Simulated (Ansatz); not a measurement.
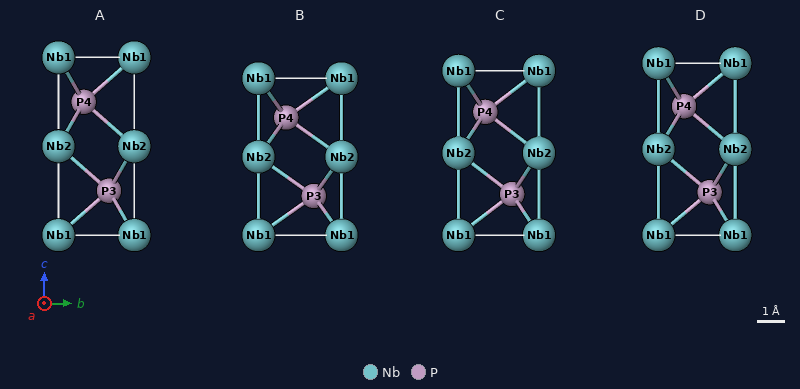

4 geometries from one relaxation of a crystal of NbP (a generated structure, set up in P6_3/mmc), in shuffled order. A ball-and-stick model of the cell of the calculation, seen along the a axis.

Theory: DFT PBE, scalar-relativistic, plane waves, PAW in Ansatz. Settings: plane-wave cutoff 420 eV; k-point mesh 15 × 15 × 8; occupations gaussian; smearing width 0.1 eV; no spin polarisation; cell and atoms relaxed; force threshold 0.01 eV/Å; at most 80 steps.

**Put them in the order of the run, from the start to the converged end.**

B, C, D, A. They are steps 0, 1, 2, 8, at +0.732 eV per cell of the calculation, +0.361 eV per cell of the calculation, +57.2 meV per cell of the calculation relative to the last. The atoms keep their places relative to the cell (all moves are under 0.005 Å). The drawn cell changes as follows: a = b 3.630 → 3.314 Å (−8.7 %), c 5.931 → 6.723 Å (+13.3 %); the volume changes by −5.5 %. Near-neighbour distances that change, for instance: Nb1–Nb2 2.966 → 3.361 Å, Nb1–P3 2.567 → 2.547 Å. Among the angles between lasting bonds that change: Nb1–P3–Nb2 70.6° → 82.6°, P3–Nb1–P3 90.0° → 81.2°, Nb1–P3–Nb1 90.0° → 81.2°. The space group stays P6_3/mmc (No. 194). The energy falls by 0.732 eV per cell of the calculation in 6 accepted moves (8 points after the start). All forces vanish by symmetry, so only the cell relaxes. The pressure goes from −1.70 to 0.00 GPa. The SCF was repeated twice at an unchanged geometry on a basis and grid sized afresh for the cell, which shifted the energy by 3.2 meV per cell of the calculation at most. The run took 94 s on 1 thread of Arm Neoverse V1, on a shared host, peak memory 0.45 GiB.
